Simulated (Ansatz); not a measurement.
**Geometry relaxation, with input and output: AlAs (part 2 of 2)**

AlAs (slab, 6 atoms in the cell); DFT PBEsol, scalar-relativistic, plane waves, PAW, no spin polarisation (Ansatz 0.2.0); cutoff 420 eV, 9×9×1 k-mesh, Gaussian smearing of 0.05 eV. The structure derives from an entry of the Crystallography Open Database. The input holds or restrains some coordinates. Forces given for the steps count only the free coordinates. It belongs to a series of runs on one base structure; here: clean slab, lower half held.

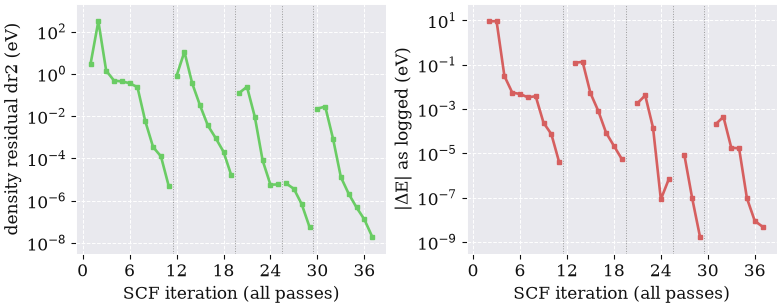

Fig. 1: Convergence of the self-consistent field: density residual dr2 and size of the energy change against the SCF iteration. The dotted lines part the SCF passes of the relaxation: geometry steps, rejected trials and re-solves on a re-selected basis. The 5 passes take 4 to 11 iterations each, 37 in all.

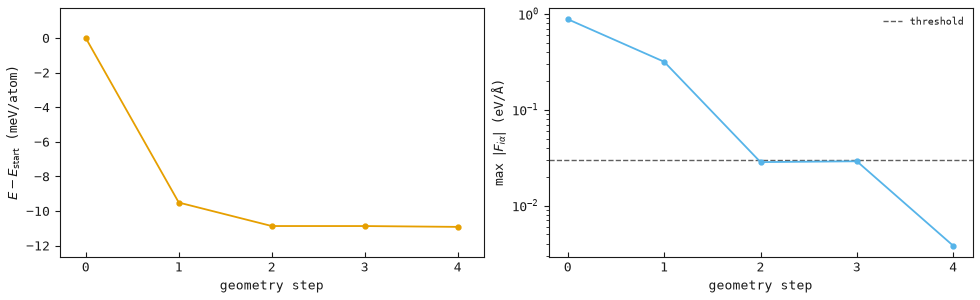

Fig. 2: Progress of the restrained relaxation, step by step (the first geometry is step 0 here and step 1 in the log).

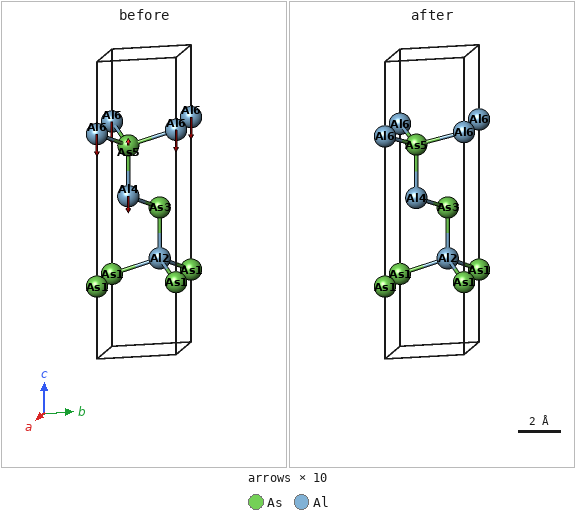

Fig. 3: Before (left) and after (right) the restrained relaxation, at one scale (ball-and-stick view of the cell of the calculation, with the vacuum cut short, seen slightly off an axis). The red arrows give the displacements, magnified 10 times. The energy falls by 10.9 meV per atom in 4 geometry steps. The largest force component goes from 0.88 to 0.0038 eV/Å. Al6 moves most: 0.11 Å. Largest moves by element: Al 0.11 Å, As 0.04 Å. The lattice vectors keep their values. Distances before and after: Al4–As5 2.457 → 2.578 Å, As5–Al6 2.457 → 2.412 Å, As3–Al4 2.457 → 2.430 Å. Among the angles that change: Al4–As5–Al6 109.5° → 106.2°, Al6–As5–Al6 109.5° → 112.5°, As5–Al6–As5 109.5° → 112.5°. (Atoms are counted from 1 in the order of the input.)

```
SCF converged after 8 iterations
Free energy (F): -16012.892875 eV
Harris-Foulkes:  -16012.892875 eV  (|F-HF|=2.31e-8)
Internal energy: -16012.888305 eV  (E = F + TS)
E sigma→0 (E₀):  -16012.890590 eV
Entropy (-TS):   -0.004571 eV (-0.762 meV/atom)
Fermi energy:    0.040842 eV
Dipole field:    D = 0.107275 V/Å  (p = 0.201460 e·Å, saw-weighted, corrected)
Work function:   Φ+ = 3.2888 eV   Φ− = 5.9033 eV
Levels:          The Fermi level and band energies are counted from a zero that moves with the ramp; work functions are not
--- Per-component energies (eV) ---
  E_band       = -1175.943582
  E_kinetic    = 376.250052
  E_local      = -35170.746820  (includes V_loc(G=0)·N_el)
  E_nonlocal   = -1972.816480
  E_hartree    = 17614.920459
  E_xc         = -351.494242
  E_vxc        = -321.606026  (∫ρ·V_xc dr)
  E_paw        = -6743.715161  (= ΣΔE_a)
  E_vpaw       = 681.533305  (= ΣTr[D̂ρ^β])
  E_aug_tail   = 0.000016  (compensation charges beyond the density's cutoff)
  E_efield     = 0.010806  (sawtooth field / dipole correction)
  E_vefield    = 1.606699  (∫n·V_field dr)
  E_ewald      = 10231.746363
  E_core_change = 2.956703  (= ΣΔE_core)
  E_smearing   = -0.004571  (= −TS)
  E_closure    = 0.000000  (closes the sum)
  Σ components = -16012.892875   (vs F -16012.892875, Δ=0.00e0)
--- Forces (eV/Å), atoms counted from 1 ---
  atom   1  As    -0.00000000     0.00000000     0.23287043
  atom   2  Al     0.00000000    -0.00000000    -0.77036979
  atom   3  As    -0.00000000     0.00000000     0.53020064
  atom   4  Al     0.00000000    -0.00000000     0.00379994
  atom   5  As    -0.00000000     0.00000000     0.00281042
  atom   6  Al     0.00000000    -0.00000000     0.00065957
  max |Σ_I F_I| component: 2.88e-5 eV/Å
--- Band table (eV; the first three rows and the last of 12) ---
  k-point 0: bands = ["-36.0815", "-36.0699", "-36.0699", "-36.0591", "-36.0591", "-35.1582", "-35.1570", "-35.1570", "-35.1456", "-35.1456", "-34.0673", "-34.0661", "-34.0661", "-34.0551", "-34.0551", "-12.9235", "-11.9578", "-10.4126", "-5.6964", "-3.6794", "-2.1823", "-2.1823", "-1.2598", "-1.2598", "-0.9905", "0.1937", "0.1937", "0.4323", "0.9745", "1.8650", "2.8278", "3.1409", "3.1409"]
  k-point 1: bands = ["-36.0814", "-36.0699", "-36.0698", "-36.0591", "-36.0590", "-35.1581", "-35.1570", "-35.1569", "-35.1456", "-35.1456", "-34.0672", "-34.0662", "-34.0661", "-34.0551", "-34.0549", "-12.8235", "-11.8629", "-10.3171", "-5.6264", "-3.7777", "-2.9141", "-2.3701", "-2.2088", "-1.4281", "-0.7747", "-0.5324", "0.0282", "0.5701", "1.5244", "2.4402", "3.0089", "3.3134", "3.5169"]
  k-point 2: bands = ["-36.0812", "-36.0701", "-36.0698", "-36.0591", "-36.0586", "-35.1579", "-35.1570", "-35.1565", "-35.1458", "-35.1455", "-34.0670", "-34.0663", "-34.0660", "-34.0551", "-34.0546", "-12.5426", "-11.5997", "-10.0521", "-5.5312", "-4.6936", "-3.5225", "-3.2834", "-2.7622", "-1.8535", "-1.7945", "-0.3890", "-0.3345", "0.4196", "1.4665", "2.4328", "3.2930", "3.5469", "3.9750"]
  k-point 11: bands = ["-36.0806", "-36.0702", "-36.0699", "-36.0585", "-36.0584", "-35.1573", "-35.1567", "-35.1563", "-35.1457", "-35.1457", "-34.0665", "-34.0664", "-34.0661", "-34.0545", "-34.0545", "-11.6013", "-10.7765", "-9.2202", "-6.5762", "-5.9151", "-5.0744", "-4.5964", "-4.0793", "-3.2037", "-2.5008", "-2.1023", "-0.3017", "0.2082", "2.4446", "2.5296", "3.6719", "4.3584", "4.8033"]
--- Relaxed structure (5 steps of the walk, 5 accepted, 0 SCFs on fresh bases) ---
  F+E_penalty+E_count = -16012.89287516 eV   max|allowed force component| = 3.800e-3 eV/Å
  atoms:
    - { symbol: As, position: [0.0, 0.0, 0.3487677840000001] }
    - { symbol: Al, position: [0.3333333333333333, 0.6666666666666666, 0.3823749431] }
    - { symbol: As, position: [0.3333333333333333, 0.6666666666666666, 0.4831964204] }
    - { symbol: Al, position: [0.6666666666666666, 0.3333333333333333, 0.5133571126702984] }
    - { symbol: As, position: [0.6666666666666666, 0.3333333333333333, 0.6191271591947153] }
    - { symbol: Al, position: [-5.1593569595858576e-33, -5.911784447087205e-34, 0.6467176803733288] }
```

### Trajectory as extended XYZ (Å, eV, eV/Å), 5 frames, from step=1 to step=5
```
6
Lattice="4.0125 0.0000 0.0000 -2.0063 3.4750 0.0000 0.0000 0.0000 24.3715" Properties=species:S:1:pos:R:3:forces:R:3 step=1 energy=-16012.82740
As    0.0000    0.0000    8.5000    0.0000   0.0000   0.2342
Al    0.0000    2.3166    9.3191    0.0000   0.0000  -0.6678
As    0.0000    2.3166   11.7762    0.0000   0.0000   0.7160
Al    2.0063    1.1583   12.5953    0.0000   0.0000  -0.7452
As    2.0063    1.1583   15.0525    0.0000   0.0000   0.8809
Al    0.0000    0.0000   15.8715    0.0000   0.0000  -0.4182
6
Lattice="4.0125 0.0000 0.0000 -2.0063 3.4750 0.0000 0.0000 0.0000 24.3715" Properties=species:S:1:pos:R:3:forces:R:3 step=2 energy=-16012.88444
As    0.0000    0.0000    8.5000    0.0000   0.0000   0.2330
Al    0.0000    2.3166    9.3191    0.0000   0.0000  -0.7379
As    0.0000    2.3166   11.7762    0.0000   0.0000   0.5451
Al    2.0063    1.1583   12.5317    0.0000   0.0000  -0.2419
As    2.0063    1.1583   15.0549    0.0000   0.0000   0.3168
Al    0.0000    0.0000   15.7764    0.0000   0.0000  -0.1154
6
Lattice="4.0125 0.0000 0.0000 -2.0063 3.4750 0.0000 0.0000 0.0000 24.3715" Properties=species:S:1:pos:R:3:forces:R:3 step=3 energy=-16012.89258
As    0.0000    0.0000    8.5000    0.0000   0.0000   0.2326
Al    0.0000    2.3166    9.3191    0.0000   0.0000  -0.7637
As    0.0000    2.3166   11.7762    0.0000   0.0000   0.5660
Al    2.0063    1.1583   12.5207    0.0000   0.0000  -0.0171
As    2.0063    1.1583   15.1006    0.0000   0.0000   0.0112
Al    0.0000    0.0000   15.7830    0.0000   0.0000  -0.0284
6
Lattice="4.0125 0.0000 0.0000 -2.0063 3.4750 0.0000 0.0000 0.0000 24.3715" Properties=species:S:1:pos:R:3:forces:R:3 step=4 energy=-16012.89259
As    0.0000    0.0000    8.5000    0.0000   0.0000   0.2326
Al    0.0000    2.3166    9.3191    0.0000   0.0000  -0.7641
As    0.0000    2.3166   11.7762    0.0000   0.0000   0.5662
Al    2.0063    1.1583   12.5207    0.0000   0.0000  -0.0173
As    2.0063    1.1583   15.1006    0.0000   0.0000   0.0115
Al    0.0000    0.0000   15.7830    0.0000   0.0000  -0.0290
6
Lattice="4.0125 0.0000 0.0000 -2.0063 3.4750 0.0000 0.0000 0.0000 24.3715" Properties=species:S:1:pos:R:3:forces:R:3 step=5 energy=-16012.89287
As    0.0000    0.0000    8.5000    0.0000   0.0000   0.2329
Al    0.0000    2.3166    9.3191    0.0000   0.0000  -0.7704
As    0.0000    2.3166   11.7762    0.0000   0.0000   0.5302
Al    2.0063    1.1583   12.5113    0.0000   0.0000   0.0038
As    2.0063    1.1583   15.0891    0.0000   0.0000   0.0028
Al    0.0000    0.0000   15.7615    0.0000   0.0000   0.0007
```

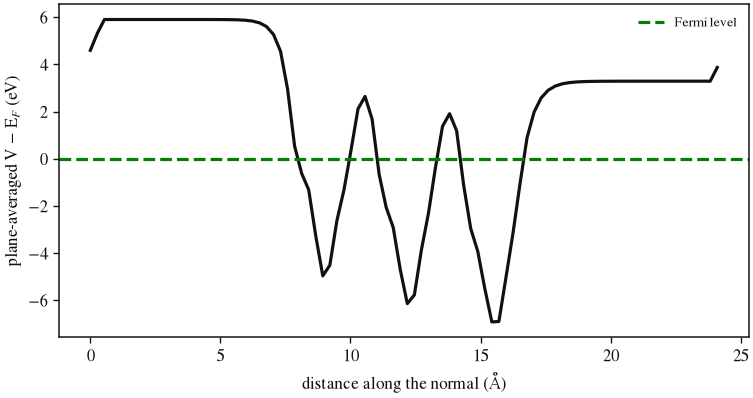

Fig. 4: Plane average of the electrostatic potential energy of an electron across the cell, from the Fermi level. The vacuum level lies 3.29 eV above the Fermi level on the upper side and 5.90 eV on the lower.

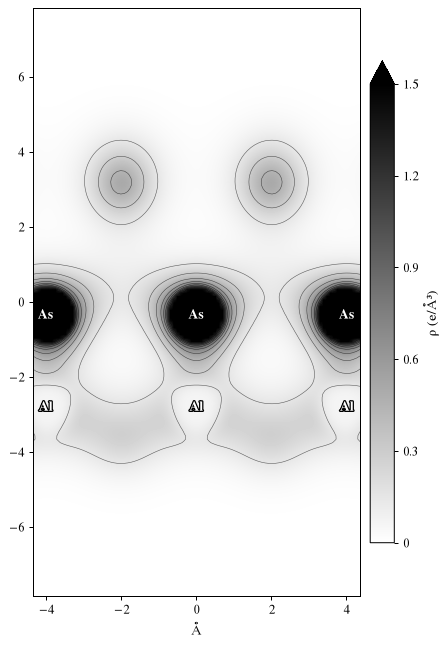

Fig. 5: Valence charge density (pseudo) on the (010) plane of the calculation cell, a cut from vacuum to vacuum. Al–As (2.46 Å): ρ is about 0.44 e/Å³ halfway. The density dies away to nearly zero in the vacuum. Core electrons are frozen (PAW), so the fields are smoothed inside the atomic spheres.

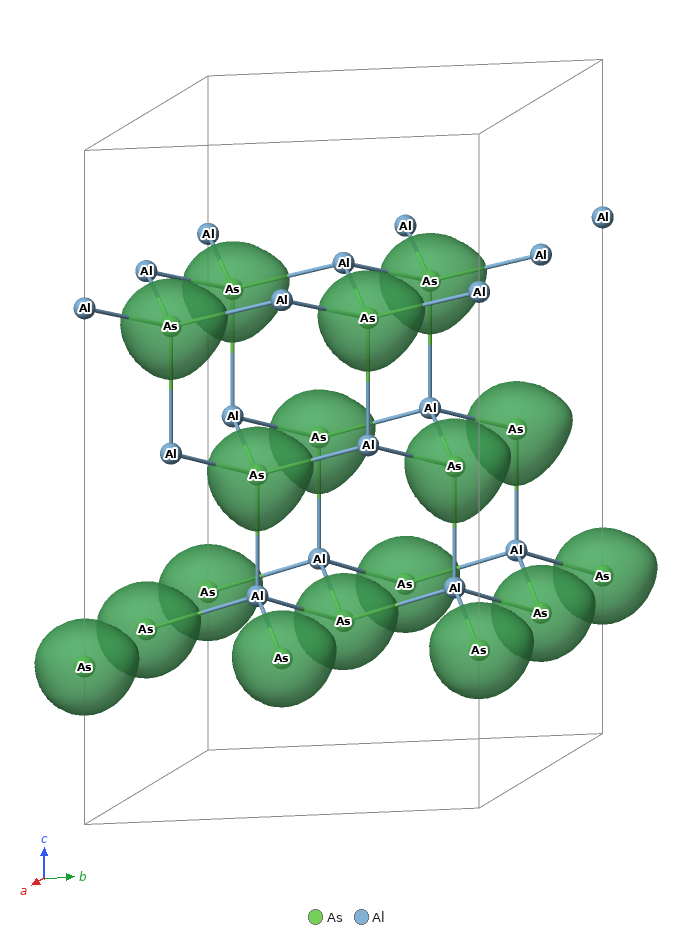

Fig. 6: Isosurface of the valence charge density (pseudo) at 0.5 e/Å³ (green), seen slightly off an axis. Sticks mark near contacts. At this value the density breaks into separate islands; it holds about 65 % of the electrons treated as valence. It is pinched off along the Al–As (2.41 Å), Al–As (2.46 Å) and Al–As (2.58 Å) contacts. On the grid the lowest density along these lines, outside the cores, is 0.37 e/Å³ (Al–As, 2.41 Å), 0.35 e/Å³ (Al–As, 2.46 Å) and 0.26 e/Å³ (Al–As, 2.58 Å).

This output came from the following input.

### Input
```yaml
crystal:
  lattice:
    - [4.0125456554, 0.0, 0.0]
    - [-2.0062728277, 3.4749664715, 0.0]
    - [0.0, 0.0, 24.3715170691]
  atoms:
    - { symbol: As, position: [0.0, 0.0, 0.348767784] }
    - { symbol: Al, position: [0.3333333333, 0.6666666667, 0.3823749431] }
    - { symbol: As, position: [0.3333333333, 0.6666666667, 0.4831964204] }
    - { symbol: Al, position: [0.6666666667, 0.3333333333, 0.5168035796] }
    - { symbol: As, position: [0.6666666667, 0.3333333333, 0.6176250569] }
    - { symbol: Al, position: [0.0, 0.0, 0.651232216] }
basis:
  ecutwfc: 420
kpoints:
  mp_grid: { grid: [9, 9, 1] }
hamiltonian:
  xc: pbesol
scf:
  occupations: { method: gaussian, width: 0.05 }
output:
  forces: true
  eigenvalues: true
  write_density: true
  write_potential: true
  elf: true
  volumetric_format: npy
relax:
  adjacent_minimum: "off"
  f_tol: 0.03
  max_steps: 70
  constraints: [{ sites: [0, 1, 2] }]
efield:
  axis: 3
  dipole_correction: true
  ramp_width: 0.04
```

Launched with:
```bash
ansatz run input.yaml --threads 2 --pin off --max-ram 5120MiB --backend cpu --events-out ev --progress --plain --runs-dir out
```

### Summary

| quantity | value |
| --- | --- |
| outcome | converged under the restraints of the input |
| electrons treated | 54 |
| free energy | −16012.8929 eV |
| work function, top face | 3.29 eV |
| work function, bottom face | 5.90 eV |
| Fermi energy | 0.041 eV |
| gap on the k-point mesh | none (metallic) |
| final volume | 339.82 Å³ |
| work function (upper face) | 3.29 eV |
| largest force (length of the vector) at the end, held atoms and coordinates included | 0.770 eV/Å |
| hardware | 2 threads of Intel Xeon (Sapphire Rapids), 192 GiB of memory available, shared host |
| wall time | 45 s (CPU time 85 s) |
| peak memory | 0.6 GiB |
